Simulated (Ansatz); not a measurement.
## Electronic structure of SnO2 in real space

```
Sn O
1.0
     7.87674    0.00000    0.00000
     0.00000    0.00000   -7.87674
     0.00000    7.87674    0.00000
Sn O
8 16
Direct
  0.25000 0.75000 0.25000
  0.75000 0.75000 0.75000
  0.75000 0.25000 0.25000
  0.25000 0.25000 0.75000
  0.75000 0.75000 0.25000
  0.25000 0.75000 0.75000
  0.25000 0.25000 0.25000
  0.75000 0.25000 0.75000
  0.89252 0.60748 0.10748
  0.39252 0.60748 0.60748
  0.39252 0.10748 0.10748
  0.89252 0.10748 0.60748
  0.60748 0.89252 0.10748
  0.10748 0.89252 0.60748
  0.10748 0.39252 0.10748
  0.60748 0.39252 0.60748
  0.60748 0.60748 0.39252
  0.10748 0.60748 0.89252
  0.10748 0.10748 0.39252
  0.60748 0.10748 0.89252
  0.89252 0.89252 0.39252
  0.39252 0.89252 0.89252
  0.39252 0.39252 0.39252
  0.89252 0.39252 0.89252
```

Space group F-43m; a structure generated by program, which may or may not match a known phase.

Theory: Ansatz 0.2.0, DFT PBE, scalar-relativistic, plane waves, PAW.

The density is the valence pseudo-density of a PAW calculation; it isn't the true density close to the nuclei.

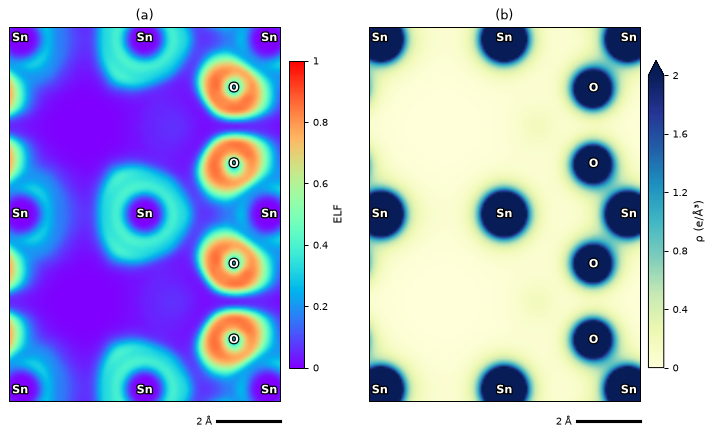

Figure 1. (a) electron localisation function; (b) valence electron density on the (110) plane of the conventional cell.

What do the fields say about this system?

Answer.
- Atoms in the plane: Sn and O.
- Sn–O (1.94 Å): ρ is about 0.86 e/Å³ halfway; the ELF peaks at about 0.75 in the valence shell of O, 0.6 Å from its nucleus, and is about 0.25 at the midpoint (no shared electron pair shows on this line).
- The density dies away to nearly zero in the voids.
- The ELF also peaks beside O, away from the bonds: lone-pair regions.

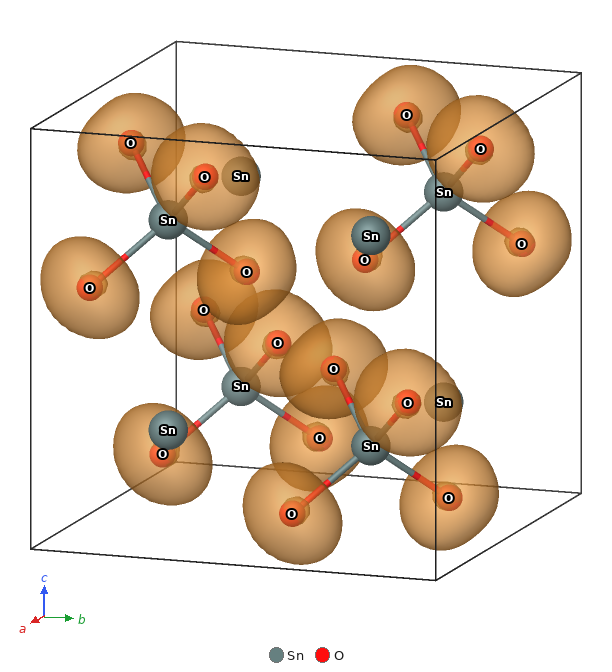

Figure 2. Isosurface of the ELF at 0.6 (orange), seen slightly off an axis. Only the valence region is drawn (cores and ρ < 0.01 e/Å³ removed). Sticks mark near contacts.

What do the ELF domains correspond to?

Answer. The surface consists of 16 regions wrapped around O (the valence shell of each), counted in one cell of 24 atoms. Regions shared between cells count once.

Does the calculation make it a metal, or give it a gap?

Answer. It is metallic or semimetallic at this level of theory: no gap opens.
